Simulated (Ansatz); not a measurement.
**Run report: Cd₄Te₃, single-point calculation**

Cd₄Te₃ (slab, 7 atoms in the cell), computed with DFT PBE, scalar-relativistic, plane waves, PAW, no spin polarisation (Ansatz 0.2.0).

The structure derives from an entry of the Crystallography Open Database. It belongs to a series of runs on one base structure; here: (1 0 0) slab cut from the bulk. Figures and captions count atoms from 1; the log counts them from 0 in places.

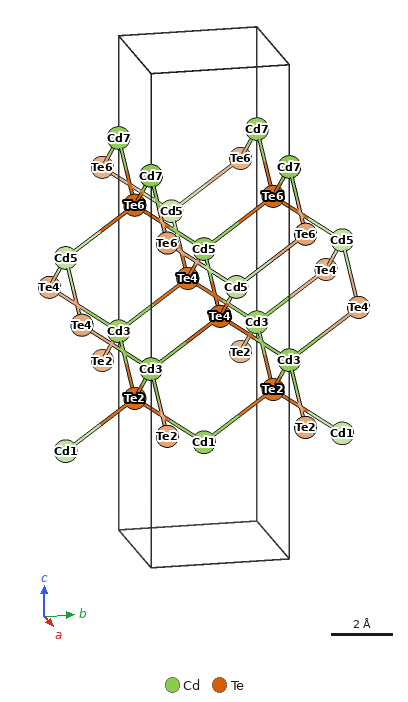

**Figure 1.** The structure as given in the input (ball-and-stick view of the cell of the calculation, with the vacuum cut short, seen slightly off an axis; neighbours outside the cell are drawn fainter; atoms are numbered from 1 in the order of the input). An atom can appear more than once, as a periodic image.

Key numbers

- outcome: converged
- electrons treated: 128
- free energy: −53957.9613 eV
- work function, top face: 3.98 eV
- work function, bottom face: 3.99 eV
- Fermi energy: 1.428 eV
- gap on the k-point mesh: none (metallic)
- work function (upper face): 3.98 eV
- largest force (length of the vector): 0.187 eV/Å
- hardware: 1 thread of Oxide Virtual Turin-like (Zen 5), 32 GiB of memory available, shared host
- wall time: 87 s
- peak memory: 1.1 GiB

Notes

The program warns: the exchange-correlation potential is rough where the density is thin.

The input
```yaml
crystal:
  lattice:
    - [4.6791895935, 0.0, 0.0]
    - [0.0, 4.6791895935, 0.0]
    - [0.0, 0.0, 24.926060076]
  atoms:
    - { symbol: Cd, position: [0.5, 0.5, 0.3008899111] }
    - { symbol: Te, position: [0.5, 0.0, 0.3672599407] }
    - { symbol: Cd, position: [0.0, 0.0, 0.4336299704] }
    - { symbol: Te, position: [0.0, 0.5, 0.5] }
    - { symbol: Cd, position: [0.5, 0.5, 0.5663700296] }
    - { symbol: Te, position: [0.5, 0.0, 0.6327400593] }
    - { symbol: Cd, position: [0.0, 0.0, 0.6991100889] }
basis:
  ecutwfc: 420
kpoints:
  mp_grid: { grid: [8, 8, 1] }
hamiltonian:
  xc: pbe
scf:
  occupations: { method: gaussian, width: 0.05 }
output:
  forces: true
  stress: true
  eigenvalues: true
  write_density: true
  write_potential: true
  elf: true
  volumetric_format: npy
efield:
  axis: 3
  dipole_correction: true
  ramp_width: 0.04
```

Run as:
```bash
ansatz run input.yaml --threads 1 --pin off --max-ram 2560MiB --backend cpu --events-out ev --progress --plain --runs-dir out
```

Output
```
Engine: ansatz 0.2.0, x86_64-unknown-linux-gnu
Pseudopotentials: kind: paw
Pseudopotential: Cd, paw, valence charge 20, recommended cutoff 420 eV (normal), Cd.paw.azcp
Pseudopotential: Te, paw, valence charge 16, recommended cutoff 420 eV (normal), Te.paw.azcp
Functional definition: PBE
  parameter kappa = 0.804
  parameter beta = 0.06672455060314922
  exchange = pbe_x(kappa = kappa, mu = beta*pi^2/3)
  correlation = pbe_c(beta = beta)
Crystal: 7 atoms, lattice volume = 545.751 Å³
Basis set: ecut = 420 eV, 10635 PW (Γ), exchange–correlation on 64×64×360 points (8 copies of the dense FFT grid, shifted against one another)
Bands: 77, of which v1, the nominal top of the filled ones, is band 64 counted from 1 (63 counted from 0)
Symmetry: 4 space group operations
k-points: 25 of 64
Non-local potential: Cd, projectors of the file, l = 0: 3, l = 1: 2, l = 2: 2, l = 3: 1
Non-local potential: Te, projectors of the file, l = 0: 2, l = 1: 2, l = 2: 2, l = 3: 2
PAW form: soft (Blöchl's): semilocal exchange-correlation on the pseudo side does not see the compensation charge
PAW one-centre angular grid: Cd, 590 points (default); XC on 64 Gauss nodes
PAW one-centre angular grid: Te, 590 points (default); XC on 64 Gauss nodes
Initial density: superposition of atomic densities (neutral atoms: chi_scale 0, normalization atom), corrected by the library's trained network
Initial wavefunctions: pseudopotential atomic-orbital guess
Functional: x = pbe(κ = 0.804, μ = 0.2195149727645171), c = pbe(β = 0.06672455060314922)
SCF iter   1: F=—  HF=-53957.976579 eV  |F-HF|=—  |Δ(HF+E_count)|=         —  Δρ=1.40e-3  dr2=1.46e-1  ethr=1.77e-3  p=0.000 e·Å  D=9.12e-14 V/Å  ΔV_dip=-0.00 eV  dr2_dipole=4.59e-6  V_vac-E_F(+/−)=3.69/3.69 eV  ⟨swp⟩=10.8  Hψ=9144  notcnv=0  defer=49
efield: sawtooth ramp at fractional position 0.9800 (placed from the atoms, in the widest stretch of the axis that holds none; the zero of the levels goes with the place), width 0.0400; the density the first Hamiltonian is built on has a dipole p = 0.000 e·Å; the dipole correction subtracts the counter field D = 9.12e-14 V/Å, which shifts the + side's vacuum level by -0.00 eV against the − side's; the planar-averaged density in the ramp window peaks in size at 1.2e-5 e/Å³
preconditioner: auto → LDOS  [metal: Δε(μ)=0.024 eV  Ē_g=10.372 eV  σ=0.050 eV  W_gap=0.27  n_scr=96 (ndim 8)  ℏωp=12.9 eV  f_vac=0.537  D(μ)=8.05/eV (n_scr^D=40)  β→1.0]
SCF iter   2: F=—  HF=-53957.972087 eV  |F-HF|=—  |Δ(HF+E_count)|=   4.49e-3  Δρ=1.12e-3  dr2=6.78e-2  ethr=1.14e-4  p=-0.000 e·Å  D=-3.81e-7 V/Å  ΔV_dip=0.00 eV  dr2_dipole=2.51e-6  V_vac-E_F(+/−)=3.80/3.80 eV  ⟨swp⟩=2.1  Hψ=2559  notcnv=0  defer=170
SCF iter   3: F=—  HF=-53957.968268 eV  |F-HF|=—  |Δ(HF+E_count)|=   3.82e-3  Δρ=1.25e-3  dr2=3.73e-2  ethr=5.30e-5  p=-0.000 e·Å  D=-1.40e-5 V/Å  ΔV_dip=0.00 eV  dr2_dipole=1.34e-7  V_vac-E_F(+/−)=3.86/3.86 eV  ⟨swp⟩=2.0  Hψ=2427  notcnv=0  defer=170
SCF iter   4: F=—  HF=-53957.962137 eV  |F-HF|=—  |Δ(HF+E_count)|=   6.13e-3  Δρ=4.55e-4  dr2=6.41e-3  ethr=2.92e-5  p=-0.000 e·Å  D=-2.26e-5 V/Å  ΔV_dip=0.00 eV  dr2_dipole=1.45e-6  V_vac-E_F(+/−)=3.95/3.95 eV  ⟨swp⟩=2.0  Hψ=2457  notcnv=0  defer=170
SCF iter   5: F=—  HF=-53957.961334 eV  |F-HF|=—  |Δ(HF+E_count)|=   8.03e-4  Δρ=2.38e-4  dr2=7.16e-4  ethr=5.01e-6  p=-0.000 e·Å  D=-1.65e-5 V/Å  ΔV_dip=0.00 eV  dr2_dipole=5.63e-7  V_vac-E_F(+/−)=3.98/3.98 eV  ⟨swp⟩=2.0  Hψ=2300  notcnv=0  defer=170
SCF iter   6: F=—  HF=-53957.961234 eV  |F-HF|=—  |Δ(HF+E_count)|=   1.00e-4  Δρ=8.76e-5  dr2=9.93e-5  ethr=5.60e-7  p=-0.000 e·Å  D=-9.81e-6 V/Å  ΔV_dip=0.00 eV  dr2_dipole=2.70e-8  V_vac-E_F(+/−)=3.99/3.99 eV  ⟨swp⟩=2.2  Hψ=2516  notcnv=0  defer=168
SCF iter   7: F=—  HF=-53957.961251 eV  |F-HF|=—  |Δ(HF+E_count)|=   1.74e-5  Δρ=3.91e-5  dr2=1.09e-5  ethr=7.76e-8  p=-0.000 e·Å  D=-6.45e-6 V/Å  ΔV_dip=0.00 eV  dr2_dipole=1.16e-9  V_vac-E_F(+/−)=3.99/3.99 eV  ⟨swp⟩=2.0  Hψ=2720  notcnv=0  defer=168
SCF iter   8: F=—  HF=-53957.961254 eV  |F-HF|=—  |Δ(HF+E_count)|=   3.15e-6  Δρ=1.87e-5  dr2=2.39e-6  ethr=8.55e-9  p=-0.000 e·Å  D=-4.88e-6 V/Å  ΔV_dip=0.00 eV  dr2_dipole=3.32e-9  V_vac-E_F(+/−)=3.99/3.99 eV  ⟨swp⟩=2.0  Hψ=3349  notcnv=0  defer=168
SCF iter   9: F=—  HF=-53957.961255 eV  |F-HF|=—  |Δ(HF+E_count)|=   5.72e-7  Δρ=4.54e-6  dr2=3.27e-7  ethr=1.86e-9  p=-0.000 e·Å  D=-3.83e-6 V/Å  ΔV_dip=0.00 eV  dr2_dipole=3.36e-9  V_vac-E_F(+/−)=3.99/3.99 eV  ⟨swp⟩=2.0  Hψ=3263  notcnv=0  defer=168
SCF iter  10: F=-53957.961255 eV  HF=-53957.961255 eV  |F-HF|=2.41e-8  |Δ(HF+E_count)|=   2.86e-7  Δρ=2.44e-6  dr2=5.81e-8  ethr=7.81e-11  p=-0.000 e·Å  D=-2.38e-6 V/Å  ΔV_dip=0.00 eV  dr2_dipole=1.95e-9  V_vac-E_F(+/−)=3.99/3.99 eV  ⟨swp⟩=18.4  Hψ=14260  notcnv=0
SCF 1 converged in 10 iterations: F = -53957.961255 eV  dr2 = 5.81e-8
  greatest PAW one-centre occupation: 1.000 electrons in one spin orbital (limit 2), on the Cd atom at site 4 (counted from 0), in its partial waves of l = 0
```

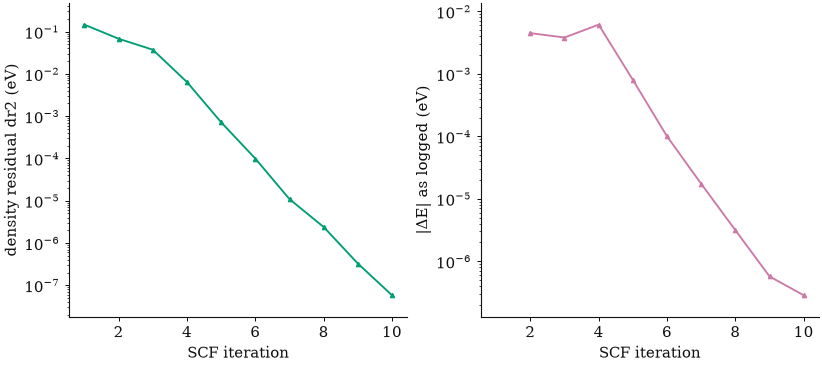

**Figure 2.** Convergence of the self-consistent field: density residual dr2 and size of the energy change against the SCF iteration. The residual falls at every step.

```
WARN: The output density's exchange-correlation potential varies sharply where the density is thin. Do not read a vacuum level from v_tot or v_xc, or from such a field of the output density. On a cell that repeats whose density bears no net charge and no dipole along the vacuum's axis use v_es (v_loc + v_h of the components); under efield.dipole_correction with no amplitude use v_es + v_field, which holds any external_charges[].barrier, or the levels of the report's work_function block, which leave it out; under a non-zero efield.amplitude the vacuum is tilted and has no level; on a cell that repeats and bears such a dipole with no correction it is tilted too, and efield.dipole_correction with no amplitude gives each side of its ramp a level where efield: is served; in a cell that repeats whose density bears a net charge (total_charge, or a fill off its count) it is curved and has none; of a slab under crystal.periodic whose density bears no net charge use v_es, which has a level on each side, short of where the two are joined; of another it falls or rises all the way out and has none; of a slab beside external_charges read slab_vacuum_level instead, which it has where they leave it neutral. The grid or the basis barely resolves most such structure, and the values can differ between equally converged runs; as a rule a tighter scf.convergence.dr2_threshold does not remove it. Where the density itself ripples (under the LDA too) a higher basis.ecutwfc lessens it. The files hold the spikes' plane waves up to the density's cutoff. Files: v_tot_of_output_density and the like, and their columns of v_z.tsv (output.write_potential); v_xc_of_output_density and the like, and their columns of v_comp_z.tsv (output.write_potential_components). Measured: with its Gaussian average of σ = 0.25 Å subtracted twice, the exchange-correlation potential is over 0.1 eV at 302 of the grid points where the equally averaged density (valence and model cores) is under 1e-3 e/Å³, and 1.07 eV at the most among them, at an averaged density of 6.7e-8 e/Å³. The input density's (outcome.potential() and, of a run that writes arrays, v_tot and v_xc) is over 0.1 eV, so measured, at 41 points of its own thin density, 0.139 eV at the most. See output.write_potential in the manual, Limitations
SCF converged after 10 iterations
Free energy (F): -53957.961255 eV
Harris-Foulkes:  -53957.961255 eV  (|F-HF|=2.41e-8)
Internal energy: -53957.950312 eV  (E = F + TS)
E sigma→0 (E₀):  -53957.955784 eV
Entropy (-TS):   -0.010943 eV (-1.563 meV/atom)
Fermi energy:    1.428034 eV
Dipole field:    D = 0.000034 V/Å  (p = 0.000101 e·Å, saw-weighted, corrected)
Work function:   Φ+ = 3.9846 eV   Φ− = 3.9854 eV
Levels:          The Fermi level and band energies are counted from a zero that moves with the ramp; work functions are not
--- Per-component energies (eV) ---
  E_band       = -3758.751586
  E_kinetic    = 2559.547539
  E_local      = -100306.850613  (includes V_loc(G=0)·N_el)
  E_nonlocal   = -798.553121
  E_hartree    = 49641.754663
  E_xc         = -1076.251135
  E_vxc        = -1193.718876  (∫ρ·V_xc dr)
  E_paw        = -30320.752892  (= ΣΔE_a)
  E_vpaw       = -3302.628441  (= ΣTr[D̂ρ^β])
  E_aug_tail   = -0.000479  (compensation charges beyond the density's cutoff)
  E_efield     = 0.000000  (sawtooth field / dipole correction)
  E_vefield    = 0.000000  (∫n·V_field dr)
  E_ewald      = 26343.155726
  E_smearing   = -0.010943  (= −TS)
  E_closure    = 0.000000  (closes the sum)
  Σ components = -53957.961255   (vs F -53957.961255, Δ=0.00e0)
--- Forces (eV/Å), atoms counted from 1 ---
  atom   1  Cd     0.00000000     0.00000000    -0.18710671
  atom   2  Te     0.00000000     0.00000000     0.03176542
  atom   3  Cd     0.00000000     0.00000000     0.09752527
  atom   4  Te     0.00000000     0.00000000     0.00000806
  atom   5  Cd     0.00000000     0.00000000    -0.09754409
  atom   6  Te     0.00000000     0.00000000    -0.03175640
  atom   7  Cd     0.00000000     0.00000000     0.18710547
  max |Σ_I F_I| component: 2.99e-6 eV/Å
--- Stress (GPa, compression-positive) ---
        0.342551       0.000000       0.000000
        0.000000       0.342567       0.000000
        0.000000       0.000000       0.388636
  P = ⅓ Tr σ = 0.3579 GPa (3.579 kbar)
--- Band table (eV; the first three rows and the last of 25) ---
  k-point 0: bands = ["-101.5243", "-101.5242", "-101.3768", "-101.3767", "-62.5911", "-62.5911", "-62.5863", "-62.5863", "-62.5802", "-62.5802", "-62.4731", "-62.4730", "-62.4301", "-62.4301", "-62.4098", "-62.4097", "-35.5392", "-35.5391", "-35.5376", "-35.5376", "-35.5344", "-35.5343", "-35.5212", "-35.5212", "-35.5155", "-35.5154", "-35.3959", "-35.3937", "-35.3937", "-35.3895", "-35.3876", "-10.3491", "-10.2356", "-10.0096", "-7.6024", "-7.6024", "-7.5701", "-7.5372", "-7.5372", "-7.4751", "-7.4613", "-7.4030", "-7.3904", "-7.3848", "-7.3848", "-7.3811", "-7.2626", "-7.2602", "-7.2504", "-7.2504", "-7.2417", "-7.2416", "-7.2094", "-7.0579", "-3.2971", "-2.5263", "-1.3033", "-1.0311", "-1.0311", "-0.5593", "-0.5593", "0.1219", "0.1219", "0.2670", "1.4330", "2.7926", "3.1892", "3.3496", "3.5177", "3.7341", "4.4622", "5.1822", "5.1822", "5.2171", "5.6479", "5.8802", "5.8803"]
  k-point 1: bands = ["-101.5243", "-101.5242", "-101.3768", "-101.3767", "-62.5911", "-62.5911", "-62.5863", "-62.5863", "-62.5802", "-62.5802", "-62.4731", "-62.4730", "-62.4301", "-62.4301", "-62.4098", "-62.4097", "-35.5392", "-35.5392", "-35.5376", "-35.5375", "-35.5344", "-35.5343", "-35.5212", "-35.5211", "-35.5155", "-35.5155", "-35.3959", "-35.3937", "-35.3937", "-35.3895", "-35.3876", "-10.3204", "-10.2185", "-10.0046", "-7.5994", "-7.5888", "-7.5667", "-7.5393", "-7.5311", "-7.4649", "-7.4499", "-7.4114", "-7.3997", "-7.3844", "-7.3733", "-7.3662", "-7.2604", "-7.2574", "-7.2538", "-7.2503", "-7.2441", "-7.2432", "-7.1870", "-7.0346", "-3.2832", "-2.6017", "-1.6578", "-1.2441", "-0.9659", "-0.7187", "-0.5229", "-0.4752", "0.1131", "0.9039", "1.3392", "2.8071", "3.2768", "3.6047", "3.8294", "4.1231", "4.7382", "4.8382", "5.2360", "5.2792", "5.5367", "5.7948", "5.8774"]
  k-point 2: bands = ["-101.5243", "-101.5242", "-101.3768", "-101.3767", "-62.5911", "-62.5911", "-62.5863", "-62.5863", "-62.5802", "-62.5802", "-62.4731", "-62.4730", "-62.4301", "-62.4301", "-62.4098", "-62.4097", "-35.5392", "-35.5392", "-35.5376", "-35.5375", "-35.5344", "-35.5343", "-35.5211", "-35.5211", "-35.5155", "-35.5155", "-35.3958", "-35.3938", "-35.3937", "-35.3895", "-35.3876", "-10.2469", "-10.1770", "-9.9963", "-7.5914", "-7.5710", "-7.5506", "-7.5454", "-7.5095", "-7.4397", "-7.4308", "-7.4208", "-7.4047", "-7.3685", "-7.3641", "-7.3295", "-7.2602", "-7.2531", "-7.2525", "-7.2477", "-7.2475", "-7.2471", "-7.1268", "-6.9898", "-3.3073", "-2.8788", "-2.2335", "-1.7917", "-1.2075", "-0.7847", "-0.4417", "-0.4318", "0.0691", "1.1282", "1.3330", "2.5643", "3.2723", "3.7842", "4.2486", "4.6628", "4.9521", "5.3593", "5.4108", "5.5770", "5.6706", "5.8525", "6.0425"]
  k-point 24: bands = ["-101.5243", "-101.5242", "-101.3768", "-101.3767", "-62.5911", "-62.5911", "-62.5863", "-62.5863", "-62.5802", "-62.5802", "-62.4731", "-62.4730", "-62.4301", "-62.4301", "-62.4098", "-62.4098", "-35.5394", "-35.5393", "-35.5374", "-35.5373", "-35.5345", "-35.5345", "-35.5206", "-35.5206", "-35.5156", "-35.5156", "-35.3953", "-35.3939", "-35.3939", "-35.3896", "-35.3874", "-10.0117", "-10.0111", "-9.9026", "-7.5073", "-7.5073", "-7.5057", "-7.4648", "-7.4648", "-7.4538", "-7.4300", "-7.4069", "-7.4069", "-7.2961", "-7.2960", "-7.2807", "-7.2807", "-7.2624", "-7.2587", "-7.2244", "-7.2244", "-6.9474", "-6.8859", "-6.8613", "-3.5182", "-3.5181", "-2.8211", "-2.8211", "-1.4404", "-1.4403", "-1.4400", "-1.3320", "-1.2972", "1.6715", "1.6715", "2.4892", "2.7706", "3.6783", "3.6783", "3.7244", "4.7984", "5.2264", "6.2660", "6.2660", "6.2813", "6.3159", "6.9157"]
```

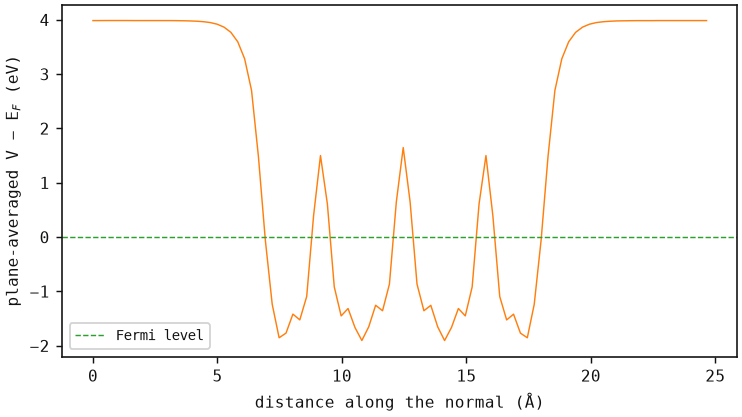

**Figure 3.** Plane average of the electrostatic potential energy of an electron across the cell, from the Fermi level. The vacuum level lies 3.98 eV above the Fermi level.

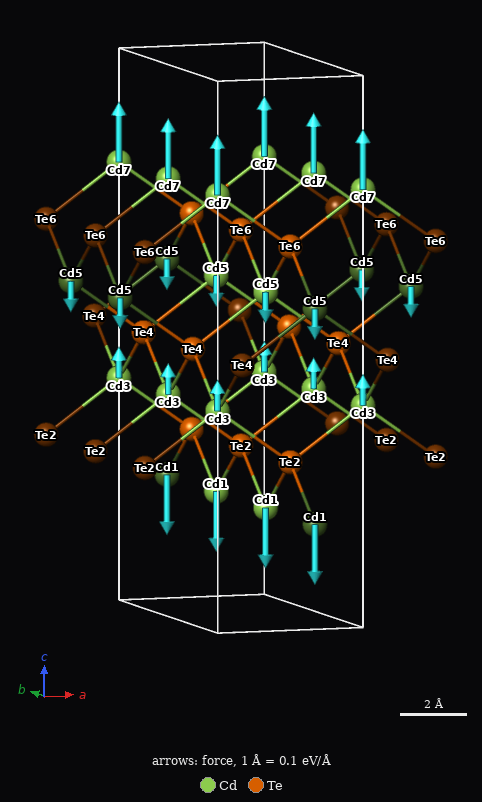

**Figure 4.** Forces on the atoms as teal arrows (ball-and-stick view of the 1 × 2 repeat of the cell, with the vacuum cut short, seen slightly off an axis; neighbours outside the cell are drawn fainter; atoms are numbered from 1 in the order of the input). The largest act on Cd1, Cd7 (0.19 eV/Å); Cd3, Cd5 (0.10 eV/Å). The geometry is not a stationary point of this energy.

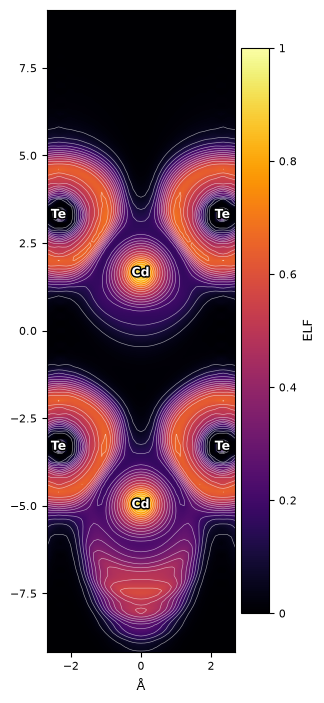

**Figure 5.** ELF on the (100) plane of the calculation cell, a cut from vacuum to vacuum. Atoms in the plane: Cd and Te. Cd–Te (2.87 Å): the ELF peaks at about 0.65 in the valence shell of Te, 1.2 Å from its nucleus, and drops to about 0.15 between the two atoms. The strong features right at Cd lie inside the PAW spheres (semicore, d or f shells) and say nothing about bonding. The fields are those of the smooth PAW valence density.

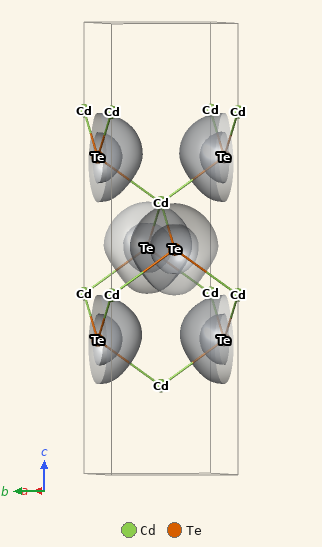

**Figure 6.** Isosurface of the ELF at 0.5 (grey), seen at an oblique angle. Only the valence region is drawn (cores and ρ < 0.01 e/Å³ removed). Sticks mark near contacts. Profiles from the grid: Cd–Te (2.87 Å): the ELF peaks at about 0.65 in the valence shell of Te, 1.2 Å from its nucleus, and drops to about 0.15 between the two atoms.
